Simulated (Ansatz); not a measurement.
Run report: AlRu, geometry relaxation (part 2 of 2)

Continued. System: AlRu (2 atoms in the cell). Method: DFT PBEsol, scalar-relativistic, plane waves, PAW, no spin polarisation (Ansatz 0.2.0); cutoff 420 eV, 16×16×12 k-mesh, Gaussian smearing of 0.1 eV. The structure was made by swapping elements on the sites of another compound; it need not be a known phase. It belongs to a series of runs on one base structure; here: Ti -> Ru on all its sites, cell and atoms relaxed.

Geometry of the input (Å; fractional positions):
```
2.6997  0.0000  0.0000
0.0000  2.6997  0.0000
0.0000  0.0000  3.9038
Ru 0.5000  0.5000  0.5000
Al 0.0000  0.0000  0.0000
```

The program's output, continued
```
relax step   8: F+E_penalty+E_count = -6342.30725485 eV  Δ(F+E_penalty+E_count) = -3.198e-5 eV  max|allowed force component| = 1.022e-28 eV/Å  Δτ_max = 0.0000 Å  P = -0.001 GPa  Ω = 26.310 Å³  energy of the carried Pulay correction = +5.844e-4 eV  (6 SCF iters, dr2 threshold 1.59e-7 eV, accepted)
Basis set: ecut = 420 eV, 485 PW (Γ), exchange–correlation on 40×40×40 points (8 copies of the dense FFT grid, shifted against one another)
Initial wavefunctions: pseudopotential atomic-orbital guess (no wavefunctions were taken with the density)
iter 1 solved again at ethr=8.14e-8 eV; its pass at ethr=3.10e-3 eV (dr2=1.55e-5 eV) is discarded
SCF iter   1: F=—  HF=-6342.312469 eV  |F-HF|=—  |Δ(HF+E_count)|=         —  Δρ=9.34e-4  dr2=1.60e-5  ethr=8.14e-8  ⟨swp⟩=3.0  Hψ=34527  notcnv=0
preconditioner: auto → none  [metal: Δε(μ)=0.012 eV  Ē_g=9.022 eV  σ=0.100 eV  W_gap=0.07  n_scr=6 (ndim 8)  ℏωp=24.0 eV  f_vac=0.000  D(μ)=1.49/eV (n_scr^D=18)]
SCF iter   2: F=—  HF=-6342.312449 eV  |F-HF|=—  |Δ(HF+E_count)|=   2.02e-5  Δρ=4.56e-4  dr2=3.26e-6  ethr=8.14e-8  ⟨swp⟩=2.0  Hψ=7376  notcnv=0
SCF iter   3: F=—  HF=-6342.312462 eV  |F-HF|=—  |Δ(HF+E_count)|=   1.24e-5  Δρ=6.47e-5  dr2=7.86e-8  ethr=1.71e-8  ⟨swp⟩=1.1  Hψ=4788  notcnv=0
SCF iter   4: F=—  HF=-6342.312462 eV  |F-HF|=—  |Δ(HF+E_count)|=   3.61e-7  Δρ=5.70e-6  dr2=2.03e-9  ethr=4.13e-10  ⟨swp⟩=2.7  Hψ=7365  notcnv=0
SCF iter   5: F=—  HF=-6342.312462 eV  |F-HF|=—  |Δ(HF+E_count)|=   1.65e-9  Δρ=1.05e-6  dr2=1.85e-10  ethr=1.07e-11  ⟨swp⟩=2.5  Hψ=7021  notcnv=0
SCF iter   6: F=-6342.312462 eV  HF=-6342.312462 eV  |F-HF|=0.00e0  |Δ(HF+E_count)|=  6.37e-11  Δρ=9.80e-8  dr2=5.61e-13  ethr=1.00e-12  ⟨swp⟩=4.1  Hψ=14517  notcnv=0
SCF 9 converged in 6 iterations: F = -6342.312462 eV  dr2 = 5.61e-13
relax step   9: F+E_penalty+E_count = -6342.31246203 eV  Δ(F+E_penalty+E_count) = -5.207e-3 eV  max|allowed force component| = 6.409e-29 eV/Å  Δτ_max = 0.0000 Å  P = +0.391 GPa  Ω = 26.310 Å³  stress off target by 5.95e-1 GPa  SCF on the basis re-selected at this cell (its energy is not comparable with the rows above)  (6 SCF iters)
basis re-selected at this cell: Δ(F+E_penalty+E_count) = -5.207e-3 eV, ΔP = +0.392 GPa vs the last step (what re-selecting the basis moved, of the pressure what is left beyond the Pulay correction that the steps carried, after the strain that the cell walked since its last selection, with what the two solves' SCF thresholds leave and, on support functions, any second-order correction that the steps lacked; it is no measure of the basis error at this ecutwfc). The dense FFT grid was sized anew with the basis: this SCF ran on 20×20×20 points, the steps before it on 20×20×27, so part of this shift can come from that change (see relax.cell in the input reference). This SCF's stress stands 5.95e-1 GPa from its target on what of the cell is left free (relax.cell.stress_tol is 1.00e-1 GPa) and its largest allowed force component is 6.41e-29 eV/Å (relax.f_tol is 1.00e-2 eV/Å): not within both, so this SCF does not close the relaxation
Crystal: 2 atoms, lattice volume = 26.361 Å³
iter 1 solved again at ethr=1.63e-7 eV; its pass at ethr=3.10e-3 eV (dr2=3.09e-5 eV) is discarded
SCF iter   1: F=—  HF=-6342.312692 eV  |F-HF|=—  |Δ(HF+E_count)|=         —  Δρ=3.67e-4  dr2=2.42e-5  ethr=1.63e-7  ⟨swp⟩=2.0  Hψ=25896  notcnv=0
preconditioner: auto → none  [metal: Δε(μ)=0.006 eV  Ē_g=9.008 eV  σ=0.100 eV  W_gap=0.04  n_scr=6 (ndim 8)  ℏωp=24.0 eV  f_vac=0.000  D(μ)=1.50/eV (n_scr^D=18)]
SCF iter   2: F=—  HF=-6342.312613 eV  |F-HF|=—  |Δ(HF+E_count)|=   7.98e-5  Δρ=1.63e-4  dr2=3.15e-6  ethr=1.27e-7  ⟨swp⟩=1.8  Hψ=5523  notcnv=0
iter 3 did not close the SCF: its close was put off for the readings that it lacked (scf_convergence_deferred on its scf_iter line)
SCF iter   3: F=-6342.312612 eV  HF=-6342.312612 eV  |F-HF|=9.75e-8  |Δ(HF+E_count)|=   7.57e-7  Δρ=2.72e-5  dr2=1.34e-7  ethr=1.66e-8  ⟨swp⟩=1.2  Hψ=4588  notcnv=0
iter 4 did not close the SCF: its close was put off for the readings that it lacked (scf_convergence_deferred on its scf_iter line)
SCF iter   4: F=-6342.312612 eV  HF=-6342.312612 eV  |F-HF|=1.36e-10  |Δ(HF+E_count)|=   3.17e-8  Δρ=3.41e-6  dr2=8.19e-10  ethr=7.07e-10  ⟨swp⟩=2.4  Hψ=6900  notcnv=0
iter 5 did not close the SCF: its close was put off for the readings that it lacked (scf_convergence_deferred on its scf_iter line)
SCF iter   5: F=-6342.312612 eV  HF=-6342.312612 eV  |F-HF|=2.73e-12  |Δ(HF+E_count)|=  1.93e-10  Δρ=6.77e-7  dr2=2.49e-11  ethr=4.31e-12  ⟨swp⟩=2.1  Hψ=6211  notcnv=0
SCF iter   6: F=-6342.312612 eV  HF=-6342.312612 eV  |F-HF|=0.00e0  |Δ(HF+E_count)|=  5.46e-12  Δρ=4.58e-8  dr2=3.73e-13  ethr=1.00e-12  ⟨swp⟩=1.0  Hψ=10188  notcnv=0
SCF 10 converged in 6 iterations: F = -6342.312612 eV  dr2 = 3.73e-13
relax step  10: F+E_penalty+E_count = -6342.31261188 eV  Δ(F+E_penalty+E_count) = -1.498e-4 eV  max|allowed force component| = 6.409e-29 eV/Å  Δτ_max = 0.0000 Å  P = -0.038 GPa  Ω = 26.361 Å³  energy of the carried Pulay correction = -1.643e-5 eV  (6 SCF iters, dr2 threshold 2.00e-7 eV, accepted)
iter 1 solved again at ethr=8.07e-9 eV; its pass at ethr=3.10e-3 eV (dr2=1.53e-6 eV) is discarded
SCF iter   1: F=—  HF=-6342.312704 eV  |F-HF|=—  |Δ(HF+E_count)|=         —  Δρ=5.12e-6  dr2=3.11e-9  ethr=8.07e-9  ⟨swp⟩=3.0  Hψ=35008  notcnv=0
preconditioner: auto → none  [metal: Δε(μ)=0.006 eV  Ē_g=9.007 eV  σ=0.100 eV  W_gap=0.04  n_scr=6 (ndim 8)  ℏωp=24.0 eV  f_vac=0.000  D(μ)=1.50/eV (n_scr^D=18)]
SCF iter   2: F=—  HF=-6342.312629 eV  |F-HF|=—  |Δ(HF+E_count)|=   7.48e-5  Δρ=2.94e-6  dr2=1.03e-9  ethr=1.63e-11  ⟨swp⟩=2.0  Hψ=7412  notcnv=0
SCF iter   3: F=—  HF=-6342.312629 eV  |F-HF|=—  |Δ(HF+E_count)|=  1.09e-11  Δρ=1.86e-6  dr2=3.13e-10  ethr=5.42e-12  ⟨swp⟩=1.0  Hψ=4410  notcnv=0
iter 4 did not close the SCF: its close was put off for the readings that it lacked (scf_convergence_deferred on its scf_iter line)
SCF iter   4: F=-6342.312629 eV  HF=-6342.312629 eV  |F-HF|=2.73e-12  |Δ(HF+E_count)|=  5.64e-11  Δρ=1.72e-7  dr2=4.98e-12  ethr=1.65e-12  ⟨swp⟩=2.5  Hψ=6359  notcnv=0
iter 5 did not close the SCF: its close was put off for the readings that it lacked (scf_convergence_deferred on its scf_iter line)
SCF iter   5: F=-6342.312629 eV  HF=-6342.312629 eV  |F-HF|=2.73e-12  |Δ(HF+E_count)|=  9.09e-13  Δρ=7.20e-8  dr2=1.17e-12  ethr=1.00e-12  ⟨swp⟩=1.0  Hψ=4410  notcnv=0
iter 6 did not close the SCF: its close was put off for the readings that it lacked (scf_convergence_deferred on its scf_iter line)
SCF iter   6: F=-6342.312629 eV  HF=-6342.312629 eV  |F-HF|=2.73e-12  |Δ(HF+E_count)|=  9.09e-13  Δρ=1.72e-8  dr2=7.00e-14  ethr=1.00e-12  ⟨swp⟩=1.0  Hψ=4410  notcnv=0
iter 7 did not close the SCF: its close was put off for the readings that it lacked (scf_convergence_deferred on its scf_iter line)
SCF iter   7: F=-6342.312629 eV  HF=-6342.312629 eV  |F-HF|=0.00e0  |Δ(HF+E_count)|=    0.00e0  Δρ=4.82e-9  dr2=4.88e-15  ethr=1.00e-12  ⟨swp⟩=1.0  Hψ=4410  notcnv=0
SCF iter   8: F=-6342.312629 eV  HF=-6342.312629 eV  |F-HF|=1.82e-12  |Δ(HF+E_count)|=  9.09e-13  Δρ=8.24e-10  dr2=1.46e-16  ethr=1.00e-12  ⟨swp⟩=1.7  Hψ=10469  notcnv=0
SCF 11 converged in 8 iterations: F = -6342.312629 eV  dr2 = 1.46e-16
relax step  11: F+E_penalty+E_count = -6342.31262882 eV  Δ(F+E_penalty+E_count) = -1.694e-5 eV  max|allowed force component| = 3.885e-29 eV/Å  Δτ_max = 0.0000 Å  P = -0.037 GPa  Ω = 26.361 Å³  stress off target by 6.14e-2 GPa  SCF on the basis re-selected at this cell (its energy is not comparable with the rows above)  (8 SCF iters)
```

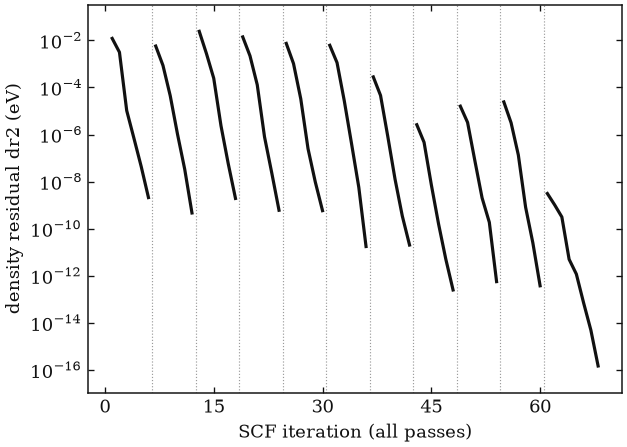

Fig. 1: Convergence of the self-consistent field: density residual dr2 against the SCF iteration. The dotted lines part the SCF passes of the relaxation: geometry steps, rejected trials and re-solves on a re-selected basis. The 11 passes take 6 to 8 iterations each, 68 in all.

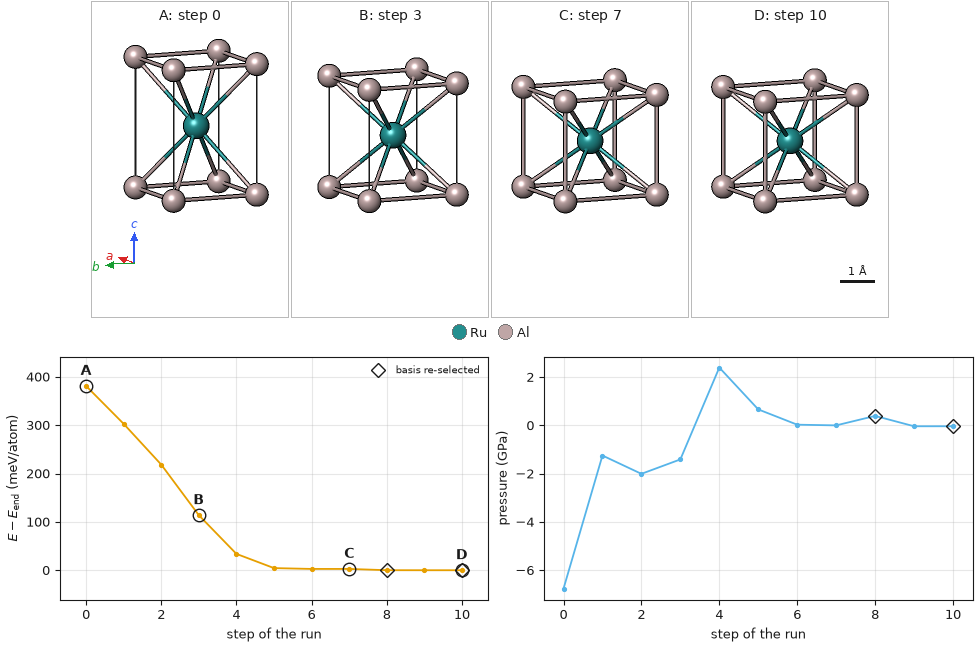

Fig. 2: Frames of the relaxation (ball-and-stick view of the cell of the calculation, seen at an oblique angle) above the curves, on which the letters mark them (the first geometry is step 0 here and step 1 in the log).

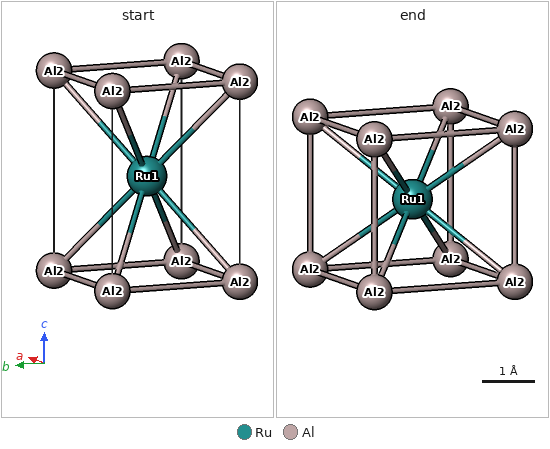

Fig. 3: Before (left) and after (right) the relaxation, at one scale (ball-and-stick view of the cell of the calculation, seen at an oblique angle). The atoms keep their places relative to the cell (all moves are under 0.005 Å). The drawn cell changes as follows: a = b 2.700 → 2.974 Å (+10.2 %), c 3.904 → 2.980 Å (−23.7 %); the volume changes by −7.3 %. Among the contacts that change: Ru1–Ru1 3.904 → 2.980 Å, Al2–Al2 3.904 → 2.980 Å, Ru1–Al2 2.730 → 2.577 Å. New bonds form: Ru1–Ru1 (3.90 → 2.98 Å). The space group (tolerance 0.01 Å) goes from P4/mmm (No. 123) to Pm-3m (No. 221). The energy falls by 381 meV per atom in 8 geometry steps. All forces vanish by symmetry, so only the cell relaxes. Pressure: −6.76 GPa at the start and −0.04 GPa at the end. The basis was re-selected once at an unchanged geometry, which shifts the energy a little without any move. The energy change given includes the shifts at the re-selections in mid-walk, which come without any move. A last SCF at the same geometry on a re-selected plane-wave basis shifts the energy by next to nothing (0.0 meV per atom). (Atoms are counted from 1 in the order of the input.)

```
basis re-selected at this cell: Δ(F+E_penalty+E_count) = -1.694e-5 eV, ΔP = +0.000 GPa vs the last step (what re-selecting the basis moved, of the pressure what is left beyond the Pulay correction that the steps carried, after the strain that the cell walked since its last selection, with what the two solves' SCF thresholds leave and, on support functions, any second-order correction that the steps lacked; it is no measure of the basis error at this ecutwfc). This SCF's stress stands 6.14e-2 GPa from its target on what of the cell is left free (relax.cell.stress_tol is 1.00e-1 GPa) and its largest allowed force component is 3.89e-29 eV/Å (relax.f_tol is 1.00e-2 eV/Å): within both
SCF converged after 8 iterations
Free energy (F): -6342.312629 eV
Harris-Foulkes:  -6342.312629 eV  (|F-HF|=1.82e-12)
Internal energy: -6342.305141 eV  (E = F + TS)
E sigma→0 (E₀):  -6342.308885 eV
Entropy (-TS):   -0.007488 eV (-3.744 meV/atom)
Fermi energy:    16.306112 eV
--- Per-component energies (eV) ---
  E_band       = -116.573958
  E_kinetic    = 543.862558
  E_local      = -1784.195589  (includes V_loc(G=0)·N_el)
  E_nonlocal   = 356.644273
  E_hartree    = 632.739122
  E_xc         = -231.031161
  E_vxc        = -270.640197  (∫ρ·V_xc dr)
  E_paw        = -3855.421997  (= ΣΔE_a)
  E_vpaw       = -227.723056  (= ΣTr[D̂ρ^β])
  E_aug_tail   = -0.000192  (compensation charges beyond the density's cutoff)
  E_ewald      = -2005.174589
  E_core_change = 0.272435  (= ΣΔE_core)
  E_smearing   = -0.007488  (= −TS)
  E_closure    = -0.000000  (closes the sum)
  Σ components = -6342.312629   (vs F -6342.312629, Δ=0.00e0)
--- Forces (eV/Å), atoms counted from 1 ---
  atom   1  Ru    -0.00000000     0.00000000     0.00000000
  atom   2  Al    -0.00000000    -0.00000000     0.00000000
  max |Σ_I F_I| component: 7.38e-29 eV/Å
--- Stress (GPa, compression-positive) ---
       -0.025070       0.000000       0.000000
        0.000000      -0.025070       0.000000
        0.000000       0.000000      -0.061379
  P = ⅓ Tr σ = -0.0372 GPa (-0.372 kbar)
--- Band table (eV; the first three rows and the last of 315) ---
  k-point 0: bands = ["-55.4334", "-25.4056", "-25.4056", "-25.3987", "6.5325", "12.6137", "12.6229", "16.4878", "16.4878", "16.4945", "22.3943", "22.4566", "22.4566", "27.3376"]
  k-point 1: bands = ["-55.4323", "-25.4137", "-25.4044", "-25.4044", "6.6671", "12.6611", "12.6702", "16.3193", "16.3193", "16.5112", "21.7657", "22.7259", "22.7259", "27.0266"]
  k-point 2: bands = ["-55.4292", "-25.4545", "-25.4010", "-25.4010", "7.0623", "12.7599", "12.7947", "15.9116", "15.9116", "16.5574", "20.5366", "23.4368", "23.4368", "26.2555"]
  k-point 314: bands = ["-55.3835", "-25.5781", "-25.5781", "-25.5663", "11.5709", "11.5817", "11.5817", "17.9565", "17.9605", "18.9876", "20.4304", "20.4304", "20.4312", "25.0031"]
--- Relaxed structure (9 steps of the walk, 9 accepted, 2 SCFs on fresh bases) ---
  F+E_penalty+E_count = -6342.31262882 eV   max|allowed force component| = 3.885e-29 eV/Å   (the final SCF, on the basis selected at the relaxed cell)
  cell:  # Å, volume = 26.3613 Å³
    - [2.974217120624036, -1.3944374091070081e-33, 0.0]
    - [-1.3944374091070081e-33, 2.974217120624036, 0.0]
    - [0.0, 0.0, 2.980034239976188]
  atoms:
    - { symbol: Ru, position: [0.49999999999999994, 0.49999999999999994, 0.49999999999999994] }
    - { symbol: Al, position: [1.5605521282105025e-35, 1.3376161098947165e-35, 0.0] }
```

Trajectory as extended XYZ (Å, eV, eV/Å), 11 frames, from step=1 to step=11
```
2
Lattice="2.6997 0.0000 0.0000 0.0000 2.6997 0.0000 0.0000 0.0000 3.9038" Properties=species:S:1:pos:R:3:forces:R:3 step=1 energy=-6341.55073 pressure_GPa=-6.76
Ru    1.3498    1.3498    1.9519    0.0000   0.0000   0.0000
Al    0.0000    0.0000    0.0000    0.0000   0.0000   0.0000
2
Lattice="2.7191 0.0000 0.0000 0.0000 2.7191 0.0000 0.0000 0.0000 3.7101" Properties=species:S:1:pos:R:3:forces:R:3 step=2 energy=-6341.70731 pressure_GPa=-1.25
Ru    1.3596    1.3596    1.8551    0.0000   0.0000   0.0000
Al    0.0000    0.0000    0.0000    0.0000   0.0000   0.0000
2
Lattice="2.7823 0.0000 0.0000 0.0000 2.7823 0.0000 0.0000 0.0000 3.5185" Properties=species:S:1:pos:R:3:forces:R:3 step=3 energy=-6341.87593 pressure_GPa=-2.01
Ru    1.3912    1.3912    1.7592    0.0000   0.0000   0.0000
Al    0.0000    0.0000    0.0000    0.0000   0.0000   0.0000
2
Lattice="2.8394 0.0000 0.0000 0.0000 2.8394 0.0000 0.0000 0.0000 3.3283" Properties=species:S:1:pos:R:3:forces:R:3 step=4 energy=-6342.08517 pressure_GPa=-1.41
Ru    1.4197    1.4197    1.6641    0.0000   0.0000   0.0000
Al    0.0000    0.0000    0.0000    0.0000   0.0000   0.0000
2
Lattice="2.8873 0.0000 0.0000 0.0000 2.8873 0.0000 0.0000 0.0000 3.1365" Properties=species:S:1:pos:R:3:forces:R:3 step=5 energy=-6342.24503 pressure_GPa=2.39
Ru    1.4436    1.4436    1.5683    0.0000   0.0000   0.0000
Al    0.0000    0.0000    0.0000    0.0000   0.0000   0.0000
2
Lattice="2.9836 0.0000 0.0000 0.0000 2.9836 0.0000 0.0000 0.0000 2.9462" Properties=species:S:1:pos:R:3:forces:R:3 step=6 energy=-6342.30382 pressure_GPa=0.66
Ru    1.4918    1.4918    1.4731    0.0000   0.0000   0.0000
Al    0.0000    0.0000    0.0000    0.0000   0.0000   0.0000
2
Lattice="2.9708 0.0000 0.0000 0.0000 2.9708 0.0000 0.0000 0.0000 2.9807" Properties=species:S:1:pos:R:3:forces:R:3 step=7 energy=-6342.30722 pressure_GPa=0.03
Ru    1.4854    1.4854    1.4904    0.0000   0.0000   0.0000
Al    0.0000    0.0000    0.0000    0.0000   0.0000   0.0000
2
Lattice="2.9692 0.0000 0.0000 0.0000 2.9692 0.0000 0.0000 0.0000 2.9843" Properties=species:S:1:pos:R:3:forces:R:3 step=8 energy=-6342.30725 pressure_GPa=-0.00
Ru    1.4846    1.4846    1.4922    0.0000   0.0000   0.0000
Al    0.0000    0.0000    0.0000    0.0000   0.0000   0.0000
2
Lattice="2.9692 0.0000 0.0000 0.0000 2.9692 0.0000 0.0000 0.0000 2.9843" Properties=species:S:1:pos:R:3:forces:R:3 step=9 energy=-6342.31246 pressure_GPa=0.39
Ru    1.4846    1.4846    1.4922    0.0000   0.0000   0.0000
Al    0.0000    0.0000    0.0000    0.0000   0.0000   0.0000
2
Lattice="2.9742 0.0000 0.0000 0.0000 2.9742 0.0000 0.0000 0.0000 2.9800" Properties=species:S:1:pos:R:3:forces:R:3 step=10 energy=-6342.31261 pressure_GPa=-0.04
Ru    1.4871    1.4871    1.4900    0.0000   0.0000   0.0000
Al    0.0000    0.0000    0.0000    0.0000   0.0000   0.0000
2
Lattice="2.9742 0.0000 0.0000 0.0000 2.9742 0.0000 0.0000 0.0000 2.9800" Properties=species:S:1:pos:R:3:forces:R:3 step=11 energy=-6342.31263 pressure_GPa=-0.04
Ru    1.4871    1.4871    1.4900    0.0000   0.0000   0.0000
Al    0.0000    0.0000    0.0000    0.0000   0.0000   0.0000
```

Key numbers

| quantity | value |
| --- | --- |
| outcome | converged |
| space group (tolerance 0.01 Å) | P4/mmm (123) → Pm-3m (221) |
| electrons treated | 19 |
| free energy | −6342.3126 eV |
| Fermi energy | 16.306 eV |
| gap on the k-point mesh | none (metallic) |
| pressure | −0.04 GPa |
| final volume | 26.36 Å³ |
| largest force (length of the vector) at the end | under 0.001 eV/Å |
| final cell | a = 2.974 Å, b = 2.974 Å, c = 2.980 Å, α = 90.00°, β = 90.00°, γ = 90.00° |
| wall time | 75 s |
| peak memory | 0.48 GiB |
